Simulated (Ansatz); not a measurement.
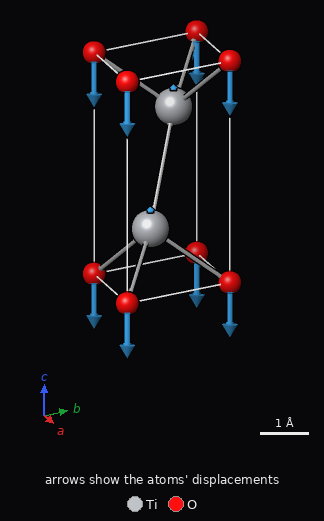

One vibrational mode of crystalline Ti₂O at the zone centre. Displacements are drawn as blue arrows; their common scale and sign are arbitrary. Style: ball-and-stick. Shown: the cell of the calculation, slightly off an axis.

Level of theory: DFT PBEsol, scalar-relativistic, plane waves, PAW in Ansatz. (plane-wave cutoff 420 eV; k-point mesh 18 × 18 × 10; occupations fermi dirac; smearing width 0.15 eV; no spin polarisation)

The frequencies depend somewhat on the k-mesh and the smearing.

### Describe the mode and give its frequency.

This is the A₂u mode at 504 cm⁻¹, the highest optical level, infrared-active by symmetry. The O sublattice moves against the Ti sublattice, along c; the kinetic energy is shared as O 86 %, Ti 14 %. The crystal is a metal, so free carriers screen the infrared response.
